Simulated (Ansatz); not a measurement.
Consider Al₉O (slab).

```xyz
10
Lattice="2.8535 0.0000 0.0000 -1.4268 9.7015 0.0000 0.0000 0.0000 20.2904" Properties=species:S:1:pos:R:3 pbc="T T T"
Al    1.4268    0.6295    4.0000
Al    1.4268    3.3171    4.9957
Al    0.0000    5.7950    5.1949
Al    1.4268    8.2728    5.3940
Al    0.0003    1.2390    6.4002
Al   -0.0072    3.9215    7.5233
Al    1.4238    6.3998    7.6799
Al   -0.0083    8.8388    7.8609
Al    1.4319    1.7599    8.7904
O     1.4319    6.6107    9.3309
```

A point of a scan over the structure, not its minimum; not relaxed (largest force 0.9 eV/Å); computed without spin polarisation; PAW files of the earlier set (soft_1).

Level of theory: DFT PBE, scalar-relativistic, plane waves, PAW (Ansatz 0.2.0).

### Predict the valence pseudo-density and electron localisation function between the atoms.

Al–O (1.66 Å): the density is about 0.95 e/Å³ at the midpoint; the ELF peaks at about 0.85 in the valence shell of O, 0.7 Å from its nucleus, and is about 0.80 at the midpoint.

### Metal or insulator at this level of theory?

It is gapless in this calculation (a metal or semimetal).

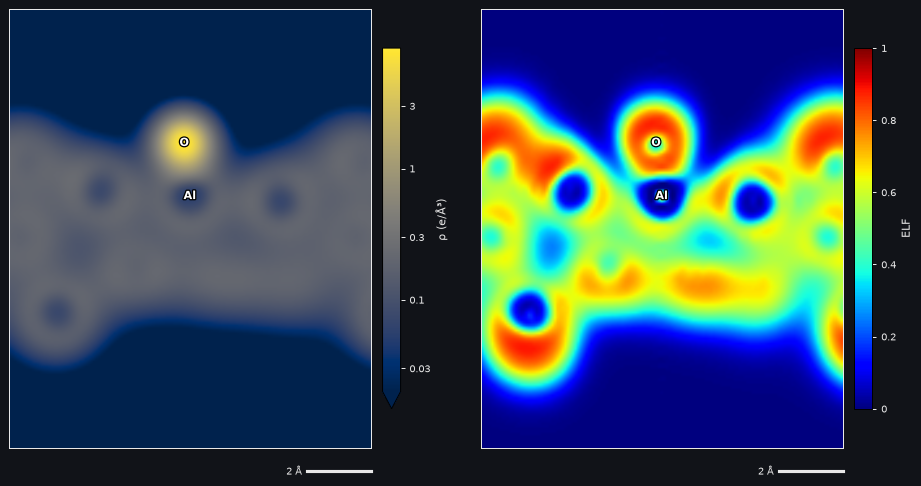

Computed valence pseudo-density and electron localisation function on the (110) plane of the calculation cell, a cut from vacuum to vacuum, in this order. Atoms just off the plane (Al, 0.3 Å away) can leave unmarked features too.

Core electrons are frozen (PAW), and the valence fields are smoothed inside the atomic spheres.
